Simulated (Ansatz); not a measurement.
## Ni8H2O: geometry relaxation (part 3 of 4)

Ni8H2O (slab, 11 atoms in the cell); DFT PBE+D3(BJ), scalar-relativistic, plane waves, PAW, spin-polarised (Ansatz 0.2.0); cutoff 420 eV, 7×13×1 k-mesh, Gaussian smearing of 0.1 eV, collinear spins. The structure derives from an entry of the Crystallography Open Database. The input holds or restrains some coordinates. Forces given for the steps count only the free coordinates.

Geometry of the input (Å; fractional positions):
```
4.9189  0.0000  0.0000
-1.2297  2.1299  0.0000
0.0000  0.0000  25.4044
Ni 0.3333  0.3333  0.3346
Ni 0.8333  0.3333  0.3346
Ni 0.6667  0.6667  0.4136
Ni 0.1667  0.6667  0.4136
Ni 0.0000  0.0000  0.4927
Ni 0.5000  0.0000  0.4927
Ni 0.3333  0.3333  0.5717
Ni 0.8333  0.3333  0.5717
O  0.1667  0.6667  0.6355
H  -0.0307  0.5795  0.6505
H  0.2058  0.3531  0.6505
```

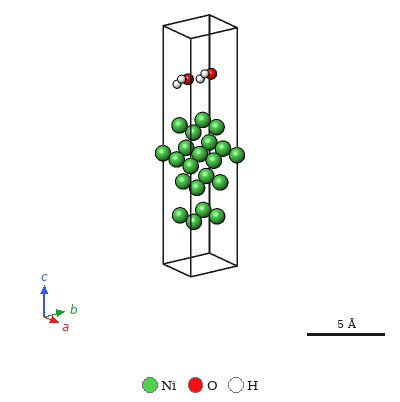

**Figure 1.** The geometry at step 8 of the log (ball-and-stick view of the 1 × 2 repeat of the cell, with the vacuum cut short, seen slightly off an axis).

### Output, continued
```
  k-point 2 ↑: bands = ["-100.4491", "-100.4342", "-100.4118", "-100.4046", "-100.2021", "-100.1239", "-100.1037", "-100.0476", "-60.9094", "-60.8963", "-60.8852", "-60.8326", "-60.8099", "-60.7998", "-60.7822", "-60.7698", "-60.7481", "-60.7387", "-60.7262", "-60.7057", "-60.6757", "-60.6522", "-60.5757", "-60.5503", "-60.5251", "-60.5103", "-60.5075", "-60.5011", "-60.4831", "-60.3494", "-60.3344", "-60.2361", "-18.5848", "-5.7883", "-4.7311", "-3.4148", "-2.0312", "-1.7420", "-1.3035", "-1.2402", "-1.0918", "-0.9821", "-0.6811", "-0.6563", "-0.3265", "-0.1216", "0.2469", "0.2807", "0.3942", "0.5602", "0.6060", "0.7489", "0.8443", "0.9139", "0.9296", "1.0135", "1.0589", "1.1465", "1.1863", "1.1991", "1.4103", "1.4653", "1.4972", "1.5903", "1.6770", "1.7723", "1.7977", "1.8779", "2.0389", "2.1566", "2.1818", "2.2659", "2.3628", "2.5283", "2.5372", "2.6673", "2.7121", "2.7191", "2.7873", "4.1033", "4.3700", "4.9625", "5.3223", "6.3195", "7.6666", "8.1228", "8.6864", "9.0969", "9.4322", "10.1988", "10.5189", "11.1005", "11.3213", "11.8912", "12.7520"]
  k-point 45 ↓: bands = ["-99.5651", "-99.5480", "-99.5428", "-99.5328", "-99.3084", "-99.2505", "-99.2460", "-99.2389", "-60.0358", "-60.0241", "-60.0156", "-59.9695", "-59.9452", "-59.9193", "-59.9114", "-59.9090", "-59.8990", "-59.8859", "-59.8833", "-59.8638", "-59.7922", "-59.7520", "-59.6934", "-59.6792", "-59.6738", "-59.6574", "-59.6521", "-59.6339", "-59.6284", "-59.5427", "-59.5344", "-59.5281", "-18.7610", "-5.9352", "-4.3873", "-3.0847", "-2.3295", "-1.7603", "-1.4388", "-1.1625", "-0.7537", "-0.5633", "-0.4808", "-0.0002", "0.2682", "0.5629", "0.7688", "0.8591", "0.9824", "1.0123", "1.1837", "1.3940", "1.4636", "1.5248", "1.5869", "1.6350", "1.7637", "1.7964", "1.8956", "1.9249", "1.9555", "2.0111", "2.1732", "2.2368", "2.3355", "2.3567", "2.4250", "2.5288", "2.7156", "2.7615", "2.8076", "2.9173", "3.0149", "3.1127", "3.1941", "3.2425", "3.3979", "3.4324", "3.4750", "3.5322", "3.5993", "4.4323", "4.9360", "6.0829", "6.8758", "8.0977", "8.8921", "9.2228", "9.5525", "10.0511", "10.4580", "11.0658", "11.5062", "11.7265", "12.0000"]
--- Relaxed structure (15 steps of the walk, 14 accepted, 0 SCFs on fresh bases) ---
  F+E_penalty+E_count = -47317.70995422 eV   max|allowed force component| = 8.553e-3 eV/Å
  atoms:
    - { symbol: Ni, position: [0.3333333333, 0.3333333333, 0.3345877742] }
    - { symbol: Ni, position: [0.8333333333000001, 0.3333333333, 0.3345877742] }
    - { symbol: Ni, position: [0.6666666667, 0.6666666667, 0.4136343992] }
    - { symbol: Ni, position: [0.1666666667, 0.6666666667, 0.4136343992] }
    - { symbol: Ni, position: [0.001987794272793772, 0.003175317143103727, 0.49230253585156214] }
    - { symbol: Ni, position: [0.49935238966400364, 0.00038418923385890116, 0.49280479361798196] }
    - { symbol: Ni, position: [0.33723218731891785, 0.33989740056803525, 0.5731411086830575] }
    - { symbol: Ni, position: [0.835017121067921, 0.33746235751590287, 0.5699151266544927] }
    - { symbol: O, position: [0.254749794049258, 1.2561953207751386, 0.6710771566839966] }
    - { symbol: H, position: [0.0456963067427863, 1.0312891967650868, 0.654549472652318] }
    - { symbol: H, position: [0.30258307065651524, 0.9146280387788356, 0.6795175527944507] }
--- Löwdin populations: 11 sites ---
  site symbol       q [e]    m [muB]
     0     Ni     17.8037     0.6879
     1     Ni     17.8065     0.6927
     2     Ni     17.7657     0.6809
     3     Ni     17.7647     0.7004
     4     Ni     17.7639     0.6723
     5     Ni     17.7584     0.6971
     6     Ni     17.7433     0.7055
     7     Ni     17.8561     0.6376
     8      O      6.6824     0.0084
     9      H      0.6628    -0.0070
    10      H      0.6038    -0.0007
  spilling = 0.011768 (of n_electrons = 152.000000)
```

### Trajectory as extended XYZ (Å, eV, eV/Å), 15 frames, from step=1 to step=15
```
11
Lattice="4.9189 0.0000 0.0000 -1.2297 2.1299 0.0000 0.0000 0.0000 25.4044" Properties=species:S:1:pos:R:3:forces:R:3 step=1 energy=-47315.99854
Ni    1.2297    0.7100    8.5000    0.0024   0.0004   0.0237
Ni    3.6892    0.7100    8.5000   -0.0164  -0.0104  -0.0035
Ni    2.4594    1.4200   10.5081    0.0075   0.0017  -0.0169
Ni    0.0000    1.4200   10.5081    0.0022  -0.0042   0.0243
Ni    0.0000    0.0000   12.5163   -0.0161  -0.0180  -0.2362
Ni    2.4594    0.0000   12.5163    0.0677   0.0385   0.2836
Ni    1.2297    0.7100   14.5244    1.0592   0.3649  -2.0701
Ni    3.6892    0.7100   14.5244   -0.7964  -0.5787  -1.1897
O     0.0000    1.4200   16.1444    0.3719   1.4644   1.6933
H    -0.8635    1.2343   16.5244   -1.9794  -0.8957   0.5511
H     0.5780    0.7521   16.5244    1.2970  -0.3629   0.9417
11
Lattice="4.9189 0.0000 0.0000 -1.2297 2.1299 0.0000 0.0000 0.0000 25.4044" Properties=species:S:1:pos:R:3:forces:R:3 step=2 energy=-47316.61196
Ni    1.2297    0.7100    8.5000    0.0008  -0.0010   0.0187
Ni    3.6892    0.7100    8.5000   -0.0124  -0.0073  -0.0027
Ni    2.4594    1.4200   10.5081   -0.0129  -0.0070  -0.0102
Ni    0.0000    1.4200   10.5081    0.0237   0.0086   0.0064
Ni    0.0021    0.0009   12.5061    0.0018  -0.0070  -0.1242
Ni    2.4599    0.0022   12.5222    0.0367   0.0168   0.1632
Ni    1.2283    0.7193   14.5300    0.6141   0.1490  -1.3093
Ni    3.6853    0.7028   14.5069   -0.4875  -0.3328  -0.8311
O    -0.0497    1.4368   16.2879   -0.5161   0.4816   2.2182
H    -0.9462    1.0936   16.5956    0.0549  -0.2444  -0.2531
H     0.6226    0.8383   16.6985    0.2967  -0.0566   0.1227
11
Lattice="4.9189 0.0000 0.0000 -1.2297 2.1299 0.0000 0.0000 0.0000 25.4044" Properties=species:S:1:pos:R:3:forces:R:3 step=3 energy=-47317.05627
Ni    1.2297    0.7100    8.5000   -0.0024  -0.0028   0.0020
Ni    3.6892    0.7100    8.5000   -0.0059  -0.0034  -0.0084
Ni    2.4594    1.4200   10.5081   -0.0194  -0.0142  -0.1225
Ni    0.0000    1.4200   10.5081    0.0456   0.0182  -0.1439
Ni    0.0067    0.0013   12.4793    0.0197   0.0133  -0.0399
Ni    2.4647    0.0031   12.5053   -0.0082  -0.0211  -0.0586
Ni    1.2436    0.7247   14.4795    0.1830  -0.0591  -0.4433
Ni    3.6844    0.6987   14.4521   -0.1491  -0.0786  -0.3318
O    -0.0753    1.4934   16.4722   -1.0404  -0.1958   1.6159
H    -0.9715    0.9934   16.6004    1.1401   0.4729  -0.3327
H     0.6340    0.8782   16.8129   -0.1630  -0.1293  -0.1390
11
Lattice="4.9189 0.0000 0.0000 -1.2297 2.1299 0.0000 0.0000 0.0000 25.4044" Properties=species:S:1:pos:R:3:forces:R:3 step=4 energy=-47317.29377
Ni    1.2297    0.7100    8.5000   -0.0035  -0.0037  -0.0088
Ni    3.6892    0.7100    8.5000   -0.0019  -0.0021  -0.0087
Ni    2.4594    1.4200   10.5081   -0.0159  -0.0209  -0.2089
Ni    0.0000    1.4200   10.5081    0.0451   0.0140  -0.2584
Ni    0.0082   -0.0004   12.4649    0.0200   0.0167  -0.0010
Ni    2.4658   -0.0011   12.4893   -0.0261  -0.0360  -0.1498
Ni    1.2524    0.7163   14.4479   -0.0216  -0.1428   0.0148
Ni    3.6811    0.6932   14.4200    0.0386   0.0364  -0.0594
O    -0.0931    1.5459   16.6590   -1.2470  -0.7735   0.7198
H    -0.9550    0.9684   16.5793    1.4129   0.9520  -0.0023
H     0.6206    0.8774   16.8837   -0.2004  -0.0401  -0.0389
11
Lattice="4.9189 0.0000 0.0000 -1.2297 2.1299 0.0000 0.0000 0.0000 25.4044" Properties=species:S:1:pos:R:3:forces:R:3 step=5 energy=-47317.44530
Ni    1.2297    0.7100    8.5000   -0.0031  -0.0039  -0.0100
Ni    3.6892    0.7100    8.5000   -0.0003  -0.0032  -0.0054
Ni    2.4594    1.4200   10.5081   -0.0071  -0.0291  -0.2112
Ni    0.0000    1.4200   10.5081    0.0369   0.0014  -0.2754
Ni    0.0098   -0.0040   12.4657    0.0100   0.0084   0.0312
Ni    2.4663   -0.0084   12.4852   -0.0249  -0.0228  -0.1051
Ni    1.2563    0.7006   14.4549   -0.0815  -0.1210   0.1480
Ni    3.6844    0.6875   14.4204    0.0874   0.0461  -0.0023
O    -0.1155    1.5761   16.8499   -1.1110  -0.8276   0.0497
H    -0.9307    1.0062   16.5862    1.1907   0.9403   0.3344
H     0.5860    0.8786   17.0185   -0.0970   0.0114   0.0457
11
Lattice="4.9189 0.0000 0.0000 -1.2297 2.1299 0.0000 0.0000 0.0000 25.4044" Properties=species:S:1:pos:R:3:forces:R:3 step=6 energy=-47317.55063
Ni    1.2297    0.7100    8.5000   -0.0022  -0.0037  -0.0057
Ni    3.6892    0.7100    8.5000   -0.0006  -0.0047  -0.0004
Ni    2.4594    1.4200   10.5081   -0.0008  -0.0354  -0.1522
Ni    0.0000    1.4200   10.5081    0.0278  -0.0117  -0.2218
Ni    0.0108   -0.0082   12.4761   -0.0010  -0.0012   0.0404
Ni    2.4654   -0.0154   12.4914   -0.0137  -0.0027  -0.0328
Ni    1.2553    0.6846   14.4848   -0.0690  -0.0686   0.1106
Ni    3.6903    0.6820   14.4377    0.0678   0.0212   0.0101
O    -0.1391    1.6100   17.0402   -0.8265  -0.5521  -0.2421
H    -0.9082    1.0802   16.6535    0.8057   0.6745   0.4100
H     0.5474    0.8987   17.1993    0.0126  -0.0156   0.0838
11
Lattice="4.9189 0.0000 0.0000 -1.2297 2.1299 0.0000 0.0000 0.0000 25.4044" Properties=species:S:1:pos:R:3:forces:R:3 step=7 energy=-47317.61326
Ni    1.2297    0.7100    8.5000   -0.0014  -0.0037   0.0005
Ni    3.6892    0.7100    8.5000   -0.0016  -0.0059   0.0048
Ni    2.4594    1.4200   10.5081    0.0007  -0.0397  -0.0647
Ni    0.0000    1.4200   10.5081    0.0191  -0.0228  -0.1326
Ni    0.0102   -0.0131   12.4916   -0.0078  -0.0066   0.0227
Ni    2.4630   -0.0214   12.5037    0.0008   0.0118   0.0172
Ni    1.2502    0.6692   14.5226   -0.0231  -0.0169   0.0142
Ni    3.6954    0.6750   14.4620    0.0207  -0.0063   0.0238
O    -0.1554    1.6750   17.2168   -0.3925  -0.1541  -0.1525
H    -0.8972    1.1821   16.7853    0.3277   0.2941   0.1893
H     0.5203    0.9574   17.3834    0.0573  -0.0498   0.0771
11
Lattice="4.9189 0.0000 0.0000 -1.2297 2.1299 0.0000 0.0000 0.0000 25.4044" Properties=species:S:1:pos:R:3:forces:R:3 step=8 energy=-47317.63870
Ni    1.2297    0.7100    8.5000   -0.0015  -0.0043   0.0034
Ni    3.6892    0.7100    8.5000   -0.0012  -0.0061   0.0065
Ni    2.4594    1.4200   10.5081    0.0033  -0.0437  -0.0306
Ni    0.0000    1.4200   10.5081    0.0207  -0.0282  -0.0939
Ni    0.0114   -0.0170   12.4977   -0.0072  -0.0076   0.0186
Ni    2.4647   -0.0246   12.5100    0.0023   0.0108   0.0033
Ni    1.2528    0.6595   14.5315   -0.0179  -0.0143   0.0412
Ni    3.7010    0.6661   14.4747    0.0098  -0.0029   0.0188
O    -0.2091    1.8459   17.2809   -0.1946  -0.0459  -0.0894
H    -0.9492    1.3641   16.8499    0.1591   0.1588   0.0694
H     0.4647    1.1248   17.4493    0.0274  -0.0167   0.0532
11
Lattice="4.9189 0.0000 0.0000 -1.2297 2.1299 0.0000 0.0000 0.0000 25.4044" Properties=species:S:1:pos:R:3:forces:R:3 step=9 energy=-47317.65853
Ni    1.2297    0.7100    8.5000   -0.0023  -0.0052   0.0083
Ni    3.6892    0.7100    8.5000   -0.0002  -0.0059   0.0103
Ni    2.4594    1.4200   10.5081    0.0034  -0.0455   0.0257
Ni    0.0000    1.4200   10.5081    0.0178  -0.0342  -0.0319
Ni    0.0106   -0.0213   12.5081    0.0018  -0.0025   0.0097
Ni    2.4646   -0.0274   12.5199   -0.0047   0.0040  -0.0095
Ni    1.2516    0.6495   14.5503    0.0009   0.0021   0.0250
Ni    3.7028    0.6569   14.4932   -0.0085  -0.0096  -0.0321
O    -0.2483    2.0046   17.3106   -0.0421   0.0285  -0.0803
H    -0.9525    1.5513   16.8012    0.0507   0.0552   0.0515
H     0.4112    1.2735   17.5033   -0.0168   0.0130   0.0235
11
Lattice="4.9189 0.0000 0.0000 -1.2297 2.1299 0.0000 0.0000 0.0000 25.4044" Properties=species:S:1:pos:R:3:forces:R:3 step=10 energy=-47317.67660
Ni    1.2297    0.7100    8.5000   -0.0028  -0.0062   0.0091
Ni    3.6892    0.7100    8.5000    0.0005  -0.0058   0.0099
Ni    2.4594    1.4200   10.5081    0.0038  -0.0461   0.0332
Ni    0.0000    1.4200   10.5081    0.0150  -0.0385  -0.0197
Ni    0.0103   -0.0242   12.5104    0.0048   0.0012   0.0072
Ni    2.4637   -0.0292   12.5210   -0.0069  -0.0001  -0.0044
Ni    1.2513    0.6436   14.5557   -0.0060   0.0051   0.0371
Ni    3.7021    0.6496   14.4954   -0.0043   0.0061  -0.0231
O    -0.2731    2.1960   17.2824   -0.0927  -0.0662  -0.0992
H    -0.9985    1.7326   16.8073    0.1469   0.1001   0.0732
H     0.3827    1.4622   17.4879   -0.0584   0.0505  -0.0231
11
Lattice="4.9189 0.0000 0.0000 -1.2297 2.1299 0.0000 0.0000 0.0000 25.4044" Properties=species:S:1:pos:R:3:forces:R:3 step=11 energy=-47317.69231
Ni    1.2297    0.7100    8.5000   -0.0038  -0.0071   0.0107
Ni    3.6892    0.7100    8.5000    0.0017  -0.0054   0.0103
Ni    2.4594    1.4200   10.5081    0.0026  -0.0414   0.0460
Ni    0.0000    1.4200   10.5081    0.0102  -0.0379  -0.0055
Ni    0.0094   -0.0231   12.5132    0.0034   0.0009   0.0023
Ni    2.4613   -0.0277   12.5230   -0.0052  -0.0019  -0.0005
Ni    1.2486    0.6454   14.5645    0.0004   0.0226   0.0165
Ni    3.6993    0.6503   14.4967   -0.0048   0.0123  -0.0244
O    -0.2958    2.3725   17.2326   -0.0288  -0.0795  -0.0783
H    -1.0106    1.9142   16.7353    0.0963   0.0638   0.0740
H     0.3487    1.6330   17.4577   -0.0721   0.0735  -0.0513
11
Lattice="4.9189 0.0000 0.0000 -1.2297 2.1299 0.0000 0.0000 0.0000 25.4044" Properties=species:S:1:pos:R:3:forces:R:3 step=12 energy=-47317.70430
Ni    1.2297    0.7100    8.5000   -0.0047  -0.0076   0.0108
Ni    3.6892    0.7100    8.5000    0.0030  -0.0045   0.0102
Ni    2.4594    1.4200   10.5081    0.0010  -0.0300   0.0452
Ni    0.0000    1.4200   10.5081    0.0060  -0.0293  -0.0051
Ni    0.0085   -0.0164   12.5134   -0.0012  -0.0030  -0.0027
Ni    2.4589   -0.0210   12.5228   -0.0010  -0.0022   0.0080
Ni    1.2460    0.6600   14.5686   -0.0029   0.0382   0.0030
Ni    3.6965    0.6628   14.4933   -0.0062   0.0166  -0.0257
O    -0.3099    2.5449   17.1466   -0.0099  -0.1072  -0.0271
H    -1.0488    2.0718   16.6989    0.0652   0.0550   0.0288
H     0.3354    1.8076   17.3746   -0.0493   0.0740  -0.0452
11
Lattice="4.9189 0.0000 0.0000 -1.2297 2.1299 0.0000 0.0000 0.0000 25.4044" Properties=species:S:1:pos:R:3:forces:R:3 step=13 energy=-47317.70770
Ni    1.2297    0.7100    8.5000   -0.0063  -0.0077   0.0096
Ni    3.6892    0.7100    8.5000    0.0048  -0.0027   0.0090
Ni    2.4594    1.4200   10.5081   -0.0045  -0.0074   0.0270
Ni    0.0000    1.4200   10.5081   -0.0004  -0.0087  -0.0226
Ni    0.0059   -0.0014   12.5102   -0.0043  -0.0056  -0.0069
Ni    2.4539   -0.0062   12.5202    0.0035  -0.0081   0.0128
Ni    1.2395    0.6942   14.5689    0.0049   0.0507  -0.0466
Ni    3.6894    0.6928   14.4817    0.0027   0.0172  -0.0044
O    -0.2991    2.6981   17.0349    0.0161  -0.1070   0.0213
H    -1.0459    2.2163   16.6060   -0.0168   0.0263   0.0167
H     0.3439    1.9626   17.2682    0.0004   0.0529  -0.0160
11
Lattice="4.9189 0.0000 0.0000 -1.2297 2.1299 0.0000 0.0000 0.0000 25.4044" Properties=species:S:1:pos:R:3:forces:R:3 step=14 energy=-47317.69743 accepted=F
Ni    1.2297    0.7100    8.5000   -0.0043  -0.0021   0.0097
Ni    3.6892    0.7100    8.5000    0.0032   0.0049   0.0104
Ni    2.4594    1.4200   10.5081   -0.0111   0.0195   0.0308
Ni    0.0000    1.4200   10.5081    0.0096   0.0293  -0.0221
Ni    0.0054    0.0213   12.5074    0.0101   0.0326   0.0022
Ni    2.4570    0.0194   12.5245   -0.0013   0.0084  -0.0466
Ni    1.2401    0.7923   14.5547    0.0256  -0.1166   0.0591
Ni    3.7015    0.7669   14.4900   -0.0542  -0.0036  -0.1093
O    -0.3144    2.6444   17.0131    0.1097   0.2902  -0.0016
H    -1.0674    2.1911   16.5730   -0.0472  -0.1647  -0.0077
H     0.3720    1.9322   17.1650   -0.0398  -0.0978   0.0743
11
Lattice="4.9189 0.0000 0.0000 -1.2297 2.1299 0.0000 0.0000 0.0000 25.4044" Properties=species:S:1:pos:R:3:forces:R:3 step=15 energy=-47317.70995
Ni    1.2297    0.7100    8.5000   -0.0055  -0.0056   0.0089
Ni    3.6892    0.7100    8.5000    0.0038  -0.0007   0.0084
Ni    2.4594    1.4200   10.5081   -0.0057  -0.0012   0.0174
Ni    0.0000    1.4200   10.5081    0.0037   0.0049  -0.0385
Ni    0.0059    0.0068   12.5066    0.0016   0.0019  -0.0039
Ni    2.4558    0.0008   12.5194   -0.0013   0.0011  -0.0056
Ni    1.2408    0.7240   14.5603    0.0006   0.0011   0.0051
Ni    3.6924    0.7188   14.4783   -0.0007   0.0038   0.0046
O    -0.2917    2.6756   17.0483   -0.0075   0.0027  -0.0055
H    -1.0434    2.1966   16.6284    0.0056   0.0005   0.0068
H     0.3636    1.9481   17.2627    0.0054  -0.0086   0.0023
```

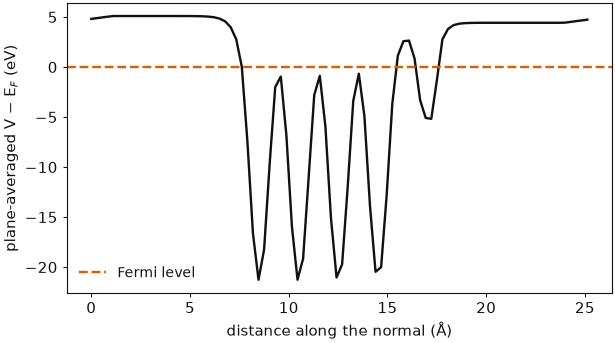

**Figure 2.** Plane average of the electrostatic potential energy of an electron across the cell, from the Fermi level. The vacuum level lies 4.43 eV above the Fermi level on the upper side and 5.11 eV on the lower.

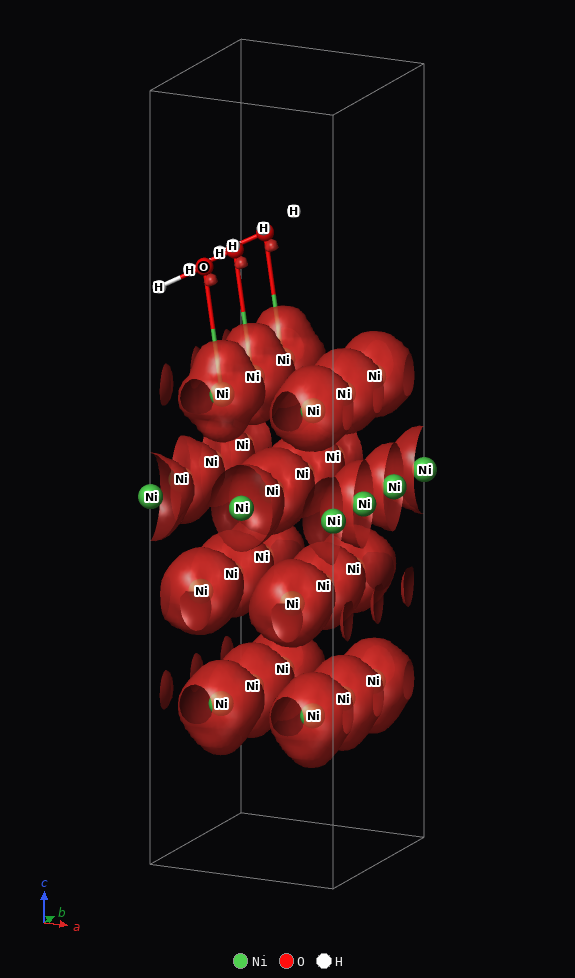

**Figure 3.** Isosurfaces of the spin density at +0.03 (red) and −0.03 e/Å³ (blue), seen slightly off an axis. Sticks mark near contacts. The cell of the calculation (11 atoms) carries 5.2 μB net. Only one sign reaches the isovalue. Core electrons are frozen (PAW), so the fields are smoothed inside the atomic spheres.
